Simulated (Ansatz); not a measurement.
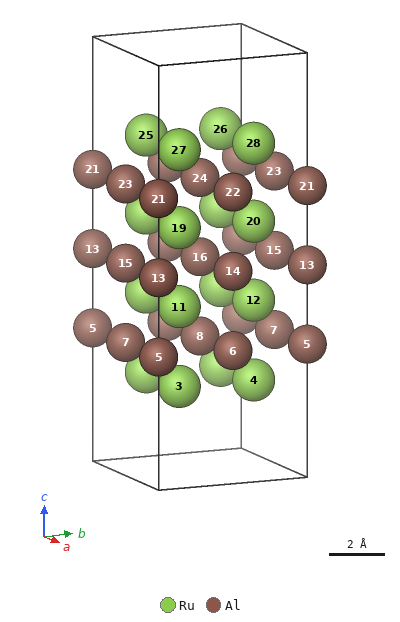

Figure 1. The input geometry (spheres-only view of the cell of the calculation, with the vacuum cut short, seen slightly off an axis; atoms are numbered from 1 in the order of the input). An atom can appear more than once, as a periodic image.

## Run report: Al3Ru4, single-point calculation (part 1 of 2)

- system: Al3Ru4 (slab, 28 atoms in the cell)
- method: DFT, PBE, dispersion d3bj, plane waves, PAW, no spin polarisation (Ansatz 0.2.0)

The structure derives from an entry of the Crystallography Open Database. Figures and captions count atoms from 1; the log counts them from 0 in places.

**The input**
```yaml
crystal:
  lattice:
    - [5.9471749286, 0.0, 0.0]
    - [0.0, 5.9471749286, 0.0]
    - [0.0, 0.0, 25.9207623929]
  atoms:
    - { symbol: Ru, position: [0.25, 0.25, 0.3279224535] }
    - { symbol: Ru, position: [0.25, 0.75, 0.3279224535] }
    - { symbol: Ru, position: [0.75, 0.25, 0.3279224535] }
    - { symbol: Ru, position: [0.75, 0.75, 0.3279224535] }
    - { symbol: Al, position: [0.0, 0.0, 0.3852816357] }
    - { symbol: Al, position: [0.0, 0.5, 0.3852816357] }
    - { symbol: Al, position: [0.5, 0.0, 0.3852816357] }
    - { symbol: Al, position: [0.5, 0.5, 0.3852816357] }
    - { symbol: Ru, position: [0.25, 0.25, 0.4426408178] }
    - { symbol: Ru, position: [0.25, 0.75, 0.4426408178] }
    - { symbol: Ru, position: [0.75, 0.25, 0.4426408178] }
    - { symbol: Ru, position: [0.75, 0.75, 0.4426408178] }
    - { symbol: Al, position: [0.0, 0.0, 0.4993100191] }
    - { symbol: Al, position: [0.0, 0.5, 0.4993100191] }
    - { symbol: Al, position: [0.5, 0.0, 0.4993100191] }
    - { symbol: Al, position: [0.5, 0.5, 0.4993100191] }
    - { symbol: Ru, position: [0.25, 0.25, 0.5561972685] }
    - { symbol: Ru, position: [0.25, 0.75, 0.5561972685] }
    - { symbol: Ru, position: [0.75, 0.25, 0.5561972685] }
    - { symbol: Ru, position: [0.75, 0.75, 0.5561972685] }
    - { symbol: Al, position: [0.0, 0.0, 0.6132629783] }
    - { symbol: Al, position: [0.0, 0.5, 0.6132629783] }
    - { symbol: Al, position: [0.5, 0.0, 0.6132629783] }
    - { symbol: Al, position: [0.5, 0.5, 0.6132629783] }
    - { symbol: Ru, position: [0.25, 0.25, 0.6683552823] }
    - { symbol: Ru, position: [0.25, 0.75, 0.6683552823] }
    - { symbol: Ru, position: [0.75, 0.25, 0.6683552823] }
    - { symbol: Ru, position: [0.75, 0.75, 0.6683552823] }
basis:
  ecutwfc: 420
kpoints:
  mp_grid: { grid: [5, 5, 1] }
hamiltonian:
  xc: pbe
  dispersion: d3bj
scf:
  occupations: { method: gaussian, width: 0.1 }
  lower_state_search: standard
output:
  forces: true
  eigenvalues: true
efield:
  axis: 3
  dipole_correction: true
  ramp_width: 0.04
```

Run on 4 threads of AMD EPYC (Zen 3), 32 GiB of memory available, shared host.

Launch command:
```bash
ansatz run input.yaml --threads 4 --pin off --max-ram 10240MiB --backend cpu --events-out ev --progress --plain --runs-dir out
```

**Log**
```
Engine: ansatz 0.2.0, x86_64-unknown-linux-gnu
Pseudopotentials: kind: paw
Pseudopotential: Ru, paw, valence charge 16, recommended cutoff 420 eV (normal), Ru.paw.azcp
Pseudopotential: Al, paw, valence charge 3, recommended cutoff 420 eV (normal), Al.paw.azcp
Functional definition: PBE
  parameter kappa = 0.804
  parameter beta = 0.06672455060314922
  exchange = pbe_x(kappa = kappa, mu = beta*pi^2/3)
  correlation = pbe_c(beta = beta)
Crystal: 28 atoms, lattice volume = 916.789 Å³
Basis set: ecut = 420 eV, 17855 PW (Γ), exchange–correlation on 80×80×360 points (8 copies of the dense FFT grid, shifted against one another)
Bands: 176, of which v1, the nominal top of the filled ones, is band 146 counted from 1 (145 counted from 0)
Symmetry: 32 space group operations
Space group: P4mm (ITA 99), of the structure as read, at distance tolerance 9.7e-5 Å
k-points: 6 of 25
Non-local potential: Ru, projectors of the file, l = 0: 3, l = 1: 2, l = 2: 2, l = 3: 1
Non-local potential: Al, projectors of the file, l = 0: 2, l = 1: 2, l = 2: 1
PAW form: soft (Blöchl's): semilocal exchange-correlation on the pseudo side does not see the compensation charge
PAW one-centre angular grid: Ru, 590 points (default); XC on 64 Gauss nodes
PAW one-centre angular grid: Al, 110 points (default); XC on 64 Gauss nodes
Initial density: superposition of atomic densities (neutral atoms: chi_scale 0, normalization atom), corrected by the library's trained network
Initial wavefunctions: pseudopotential atomic-orbital guess
Functional: x = pbe(κ = 0.804, μ = 0.2195149727645171), c = pbe(β = 0.06672455060314922)
SCF iter   1: F=—  HF=-100520.762071 eV  |F-HF|=—  |Δ(HF+E_count)|=         —  Δρ=8.90e-3  dr2=4.50e0  ethr=1.77e-3  p=0.001 e·Å  D=2.37e-4 V/Å  ΔV_dip=-0.01 eV  dr2_dipole=2.77e-3  V_vac-E_F(+/−)=4.30/4.31 eV  ⟨swp⟩=8.5  Hψ=4960  notcnv=0  defer=10
efield: sawtooth ramp at fractional position 0.9781 (placed from the atoms, in the widest stretch of the axis that holds none; the zero of the levels goes with the place), width 0.0400; the density the first Hamiltonian is built on has a dipole p = 0.001 e·Å; the dipole correction subtracts the counter field D = 2.37e-4 V/Å, which shifts the + side's vacuum level by -0.01 eV against the − side's; the planar-averaged density in the ramp window peaks in size at 5.6e-5 e/Å³
preconditioner: auto → LDOS  [metal: Δε(μ)=0.087 eV  Ē_g=4.755 eV  σ=0.100 eV  W_gap=0.45  n_scr=166 (ndim 8)  ℏωp=15.7 eV  f_vac=0.525  D(μ)=26.73/eV (n_scr^D=174)  β→1.0]
SCF iter   2: F=—  HF=-100520.677388 eV  |F-HF|=—  |Δ(HF+E_count)|=   8.47e-2  Δρ=3.81e-3  dr2=3.59e-1  ethr=1.54e-3  p=0.011 e·Å  D=2.21e-3 V/Å  ΔV_dip=-0.06 eV  dr2_dipole=2.16e-2  V_vac-E_F(+/−)=4.37/4.43 eV  ⟨swp⟩=2.0  Hψ=1277  notcnv=0  defer=96
SCF iter   3: F=—  HF=-100520.664453 eV  |F-HF|=—  |Δ(HF+E_count)|=   1.29e-2  Δρ=1.01e-3  dr2=2.26e-2  ethr=1.23e-4  p=0.006 e·Å  D=1.24e-3 V/Å  ΔV_dip=-0.03 eV  dr2_dipole=1.19e-4  V_vac-E_F(+/−)=4.33/4.36 eV  ⟨swp⟩=2.0  Hψ=1475  notcnv=0  defer=101
SCF iter   4: F=—  HF=-100520.661791 eV  |F-HF|=—  |Δ(HF+E_count)|=   2.66e-3  Δρ=2.59e-4  dr2=1.33e-3  ethr=7.74e-6  p=0.007 e·Å  D=1.42e-3 V/Å  ΔV_dip=-0.04 eV  dr2_dipole=2.26e-5  V_vac-E_F(+/−)=4.35/4.38 eV  ⟨swp⟩=2.8  Hψ=1577  notcnv=0  defer=101
SCF iter   5: F=—  HF=-100520.661853 eV  |F-HF|=—  |Δ(HF+E_count)|=   6.16e-5  Δρ=8.94e-5  dr2=1.97e-4  ethr=4.57e-7  p=0.007 e·Å  D=1.38e-3 V/Å  ΔV_dip=-0.04 eV  dr2_dipole=1.09e-5  V_vac-E_F(+/−)=4.35/4.39 eV  ⟨swp⟩=2.5  Hψ=1672  notcnv=0  defer=101
SCF iter   6: F=—  HF=-100520.661798 eV  |F-HF|=—  |Δ(HF+E_count)|=   5.47e-5  Δρ=3.79e-5  dr2=3.13e-5  ethr=6.74e-8  p=0.007 e·Å  D=1.36e-3 V/Å  ΔV_dip=-0.04 eV  dr2_dipole=5.92e-7  V_vac-E_F(+/−)=4.36/4.39 eV  ⟨swp⟩=2.2  Hψ=1417  notcnv=0  defer=101
SCF iter   7: F=—  HF=-100520.660717 eV  |F-HF|=—  |Δ(HF+E_count)|=   1.08e-3  Δρ=1.01e-5  dr2=3.16e-6  ethr=1.07e-8  p=0.007 e·Å  D=1.36e-3 V/Å  ΔV_dip=-0.04 eV  dr2_dipole=1.76e-7  V_vac-E_F(+/−)=4.36/4.39 eV  ⟨swp⟩=2.0  Hψ=1551  notcnv=0  defer=48
SCF iter   8: F=—  HF=-100520.660718 eV  |F-HF|=—  |Δ(HF+E_count)|=   1.23e-6  Δρ=4.30e-6  dr2=1.84e-7  ethr=1.08e-9  p=0.007 e·Å  D=1.35e-3 V/Å  ΔV_dip=-0.04 eV  dr2_dipole=2.80e-9  V_vac-E_F(+/−)=4.36/4.40 eV  ⟨swp⟩=2.5  Hψ=1559  notcnv=0  defer=48
SCF iter   9: F=-100520.660719 eV  HF=-100520.660719 eV  |F-HF|=9.14e-8  |Δ(HF+E_count)|=   1.10e-6  Δρ=1.35e-6  dr2=3.16e-8  ethr=3.42e-11  p=0.007 e·Å  D=1.35e-3 V/Å  ΔV_dip=-0.04 eV  dr2_dipole=1.10e-9  V_vac-E_F(+/−)=4.36/4.40 eV  ⟨swp⟩=18.3  Hψ=5443  notcnv=0
SCF 1 converged in 9 iterations: F = -100520.660719 eV  dr2 = 3.16e-8
  greatest PAW one-centre occupation: 0.999 electrons in one spin orbital (limit 2), on the Ru atom at site 27 (counted from 0), in its partial waves of l = 0
SCF converged after 9 iterations
Free energy (F): -100520.660719 eV
Harris-Foulkes:  -100520.660719 eV  (|F-HF|=9.14e-8)
Internal energy: -100520.530216 eV  (E = F + TS)
E sigma→0 (E₀):  -100520.595467 eV
Entropy (-TS):   -0.130503 eV (-4.661 meV/atom)
Fermi energy:    4.456157 eV
Dipole field:    D = 0.001372 V/Å  (p = 0.006950 e·Å, saw-weighted, corrected)
Work function:   Φ+ = 4.3602 eV   Φ− = 4.3958 eV
Levels:          The Fermi level and band energies are counted from a zero that moves with the ramp; work functions are not
--- Per-component energies (eV) ---
  E_band       = -5436.562896
  E_kinetic    = 8569.577510
  E_local      = -334559.241069  (includes V_loc(G=0)·N_el)
  E_nonlocal   = 5648.944118
  E_hartree    = 161353.606337
  E_xc         = -3531.653653
  E_vxc        = -4181.123560  (∫ρ·V_xc dr)
  E_paw        = -61001.965784  (= ΣΔE_a)
  E_vpaw       = -3621.928406  (= ΣTr[D̂ρ^β])
  E_aug_tail   = -0.002907  (compensation charges beyond the density's cutoff)
  E_efield     = 0.000005  (sawtooth field / dipole correction)
  E_vefield    = -0.007284  (∫n·V_field dr)
  E_ewald      = 123011.851714
  E_disp       = -11.646486  (pairwise vdW)
  E_smearing   = -0.130503  (= −TS)
  E_closure    = 0.000000  (closes the sum)
  Σ components = -100520.660719   (vs F -100520.660719, Δ=0.00e0)
--- Forces (eV/Å), atoms counted from 1 ---
  atom   1  Ru     0.00000000     0.00000000     0.42402889
  atom   2  Ru     0.00000000     0.00000000     0.42402889
  atom   3  Ru     0.00000000     0.00000000     0.42402889
  atom   4  Ru     0.00000000     0.00000000     0.42402889
  atom   5  Al    -0.00000000     0.00000000    -0.24201636
  atom   6  Al    -0.00000000     0.00000000    -0.24201636
  atom   7  Al    -0.00000000     0.00000000    -0.24201636
  atom   8  Al    -0.00000000     0.00000000    -0.24201636
  atom   9  Ru    -0.00000000     0.00000000    -0.18413568
  atom  10  Ru    -0.00000000     0.00000000    -0.18413568
  atom  11  Ru    -0.00000000     0.00000000    -0.18413568
  atom  12  Ru    -0.00000000     0.00000000    -0.18413568
  atom  13  Al    -0.00000000    -0.00000000    -0.00013306
  atom  14  Al    -0.00000000    -0.00000000    -0.00013306
  atom  15  Al    -0.00000000    -0.00000000    -0.00013306
  atom  16  Al    -0.00000000    -0.00000000    -0.00013306
  atom  17  Ru     0.00000000    -0.00000000     0.00380265
  atom  18  Ru     0.00000000    -0.00000000     0.00380265
  atom  19  Ru     0.00000000     0.00000000     0.00380265
  atom  20  Ru     0.00000000     0.00000000     0.00380265
  atom  21  Al    -0.00000000    -0.00000000    -0.00133619
  atom  22  Al    -0.00000000    -0.00000000    -0.00133619
  atom  23  Al    -0.00000000    -0.00000000    -0.00133619
  atom  24  Al    -0.00000000    -0.00000000    -0.00133619
  atom  25  Ru    -0.00000000    -0.00000000    -0.00020406
  atom  26  Ru    -0.00000000    -0.00000000    -0.00020406
  atom  27  Ru    -0.00000000    -0.00000000    -0.00020406
  atom  28  Ru    -0.00000000    -0.00000000    -0.00020406
  max |Σ_I F_I| component: 2.47e-5 eV/Å
--- Band table (eV; the first three rows and the last of 6) ---
```
